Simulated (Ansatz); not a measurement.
## Electronic structure of B₁₉N₁₈ (cell with a defect) in real space

```cif
data_structure
_symmetry_space_group_name_H-M 'P 1'
_symmetry_Int_Tables_number 1
_cell_length_a 7.5365
_cell_length_b 7.5365
_cell_length_c 8.3432
_cell_angle_alpha 90.000
_cell_angle_beta 90.000
_cell_angle_gamma 120.000
_cell_volume 410.40
loop_
_atom_site_label
_atom_site_type_symbol
_atom_site_fract_x
_atom_site_fract_y
_atom_site_fract_z
_atom_site_occupancy
B1 B 0.44602 0.56775 0.71985 1
B2 B 0.11284 0.56800 0.71962 1
B3 B 0.77942 0.56800 0.71953 1
B4 B 0.44557 0.23430 0.71810 1
B5 B 0.11300 0.23431 0.71805 1
B6 B 0.77935 0.23442 0.72112 1
B7 B 0.44587 0.90113 0.71938 1
B8 B 0.11295 0.90163 0.71983 1
B9 B 0.77956 0.90114 0.71926 1
B10 B 0.54761 0.43473 0.28072 1
B11 B 0.21466 0.43479 0.28092 1
B12 B 0.88115 0.43478 0.28663 1
B13 B 0.54863 0.10411 0.27791 1
B14 B 0.21927 0.11118 0.23849 1
B15 B 0.88295 0.10413 0.27807 1
B16 B 0.54784 0.76819 0.27711 1
B17 B 0.21697 0.76417 0.27937 1
B18 B 0.87466 0.76411 0.27927 1
N1 N 0.43738 0.54724 0.27769 1
N2 N 0.10351 0.54582 0.28762 1
N3 N 0.76978 0.54577 0.28752 1
N4 N 0.44013 0.21556 0.27279 1
N5 N 0.10292 0.21562 0.27325 1
N6 N 0.77040 0.21334 0.28423 1
N7 N 0.43690 0.87993 0.27569 1
N8 N 0.10108 0.87467 0.26219 1
N9 N 0.77056 0.87996 0.27563 1
N10 N 0.55717 0.45673 0.71962 1
N11 N 0.22385 0.45675 0.71962 1
N12 N 0.89050 0.45672 0.72074 1
N13 N 0.55711 0.12337 0.72022 1
N14 N 0.22400 0.12374 0.71347 1
N15 N 0.89054 0.12338 0.72012 1
N16 N 0.55718 0.79008 0.71999 1
N17 N 0.22395 0.78997 0.71672 1
N18 N 0.89030 0.78997 0.71641 1
B19 B 0.13023 0.93523 0.07645 1
```

Spin-polarised.

The calculation used Ansatz 0.2.0, DFT PBE, scalar-relativistic, plane waves, PAW.

Core electrons are frozen (PAW), and the valence fields are smoothed inside the atomic spheres.

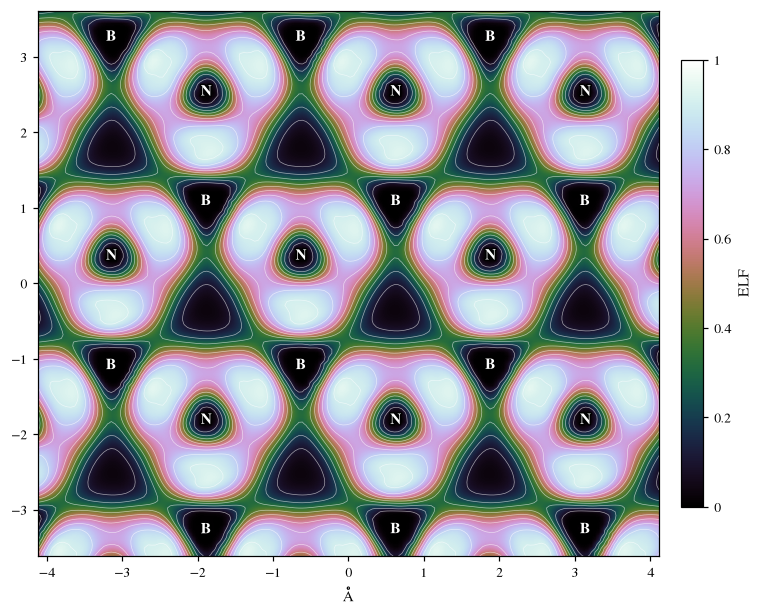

Figure 1. Electron localisation function on the (001) plane of the calculation cell.

Interpret the plot.

The plane passes through B and N nuclei.
B–N (1.45 Å): the ELF peaks at about 0.95 between the atoms; a polar covalent bond.

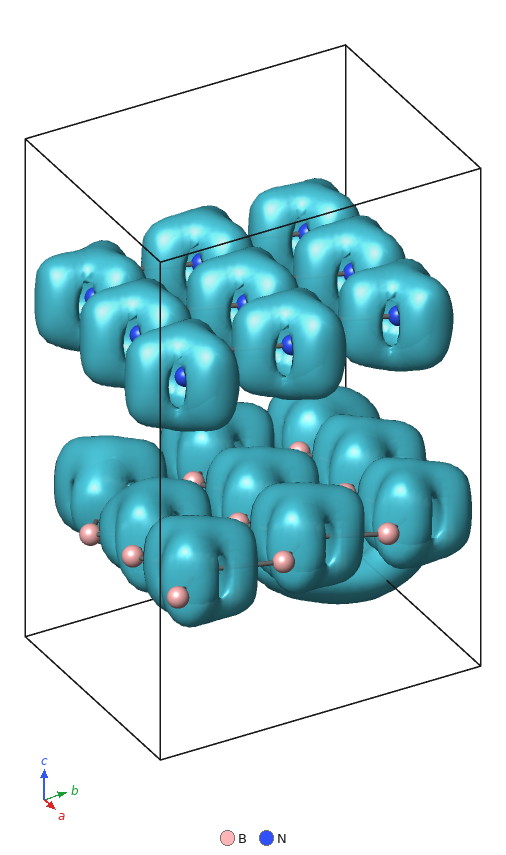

Figure 2. Isosurface of the ELF at 0.75 (cyan), seen slightly off an axis. Only the valence region is drawn (cores and ρ < 0.01 e/Å³ removed). Sticks mark near contacts.

Describe the localisation domains.

At this value the surface marks out one region on B in which the atom's valence shell and bonds are merged and 18 regions on N in which the atom's valence shell and bonds are merged, counted in one cell of 37 atoms. Any copies at cell faces, edges or corners count once. Profiles from the grid: B–N (1.43 Å): the ELF peaks at about 0.95 between the atoms (a shared but strongly polarised pair). B–B (1.77 Å): the ELF peaks at about 0.80 between the atoms (a shared electron pair).

Does the calculation give a band gap?

It is gapped, with a Kohn–Sham gap of 1.1 eV on the k-point mesh (the band edges may lie off the mesh, which would make the gap smaller).
